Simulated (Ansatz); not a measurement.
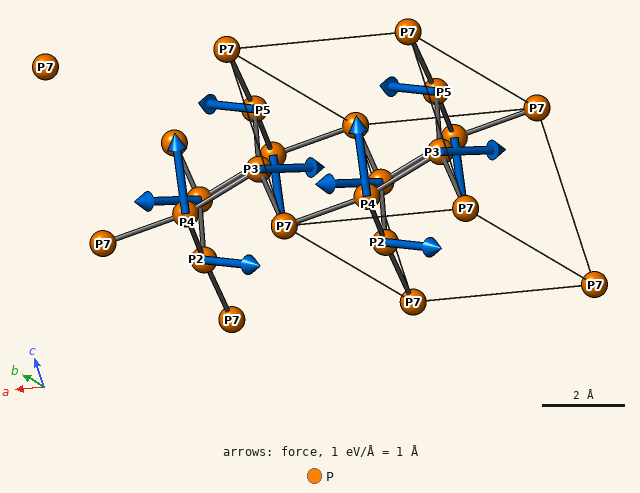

Starting geometry of solid P (a generated structure, set up in R-3) (coarse preliminary run) with the computed forces as blue arrows. Style: ball-and-stick. Shown: the cell of the calculation, repeated 2 × 1 × 1 with one cell outlined, from a free direction.

Computed with Ansatz, DFT PBE, scalar-relativistic, plane waves, PAW.

The input:
```yaml
crystal:
  lattice:
    - [2.83242928, 1.63530381, 3.5778263]
    - [-2.83242928, 1.63530381, 3.5778263]
    - [0.0, -3.27060762, 3.5778263]
  atoms:
    - { symbol: P, position: [0.4157399, 0.14013048, 0.81313237] }
    - { symbol: P, position: [0.81313237, 0.4157399, 0.14013048] }
    - { symbol: P, position: [0.14013048, 0.81313237, 0.4157399] }
    - { symbol: P, position: [0.5842601, 0.85986952, 0.18686763] }
    - { symbol: P, position: [0.18686763, 0.5842601, 0.85986952] }
    - { symbol: P, position: [0.85986952, 0.18686763, 0.5842601] }
    - { symbol: P, position: [0.0, 0.0, 0.0] }
basis:
  ecutwfc: 420
kpoints:
  mp_grid: { grid: [6, 6, 6] }
hamiltonian:
  xc: pbe
scf:
  occupations: { method: gaussian, width: 0.1 }
  lower_state_search: "off"
output:
  forces: true
  stress: true
  eigenvalues: true
relax:
  adjacent_minimum: "off"
  f_tol: 0.04
  max_steps: 70
  cell: { stress_tol: 0.4 }
```

Command:
```bash
ansatz run input.yaml --threads 1 --pin off --max-ram 2560MiB --backend cpu --events-out ev --progress --plain --runs-dir out
```

> Is this structure relaxed? If not, where do the atoms go?

It isn't relaxed: the largest force vector, on P atoms, is 2.02 eV/Å. The final displacements follow the starting forces only in part (cosine between the two patterns 0.81). Over 6 accepted moves (8 points after the start) the energy falls by 3.760 eV per cell of the calculation. Largest force component: 1.5 eV/Å at the start, 0.023 eV/Å at the end. The pressure goes from 37.49 to 0.22 GPa. The SCF was repeated twice at an unchanged geometry on a basis and grid sized afresh for the cell, which shifted the energy by 62.6 meV per cell of the calculation at most. The largest moves relative to the cell, 0.20 Å, are those of P1, P2, P3, P4, P5 and P6. P6 goes roughly along [2 1 −2]. The drawn cell changes as follows: a = b = c 4.847 → 5.482 Å (+13.1 %), α 71.5° → 64.7°, β 71.5° → 64.7°, γ 71.5° → 64.7°; the volume changes by +29.1 %. Near-neighbour distances that change, for instance: P1–P2 2.960 → 3.329 Å, P1–P7 2.159 → 2.456 Å, P1–P5 2.134 → 2.359 Å, P1–P4 2.114 → 2.251 Å. Among the angles between lasting bonds that change: P5–P2–P6 113.9° → 93.8°, P4–P2–P6 102.1° → 94.3°, P4–P2–P7 166.2° → 173.6°. The space group stays R-3 (No. 148). The run took 74 s on 1 thread of Arm Neoverse V1 (shared host), peak memory 0.42 GiB.
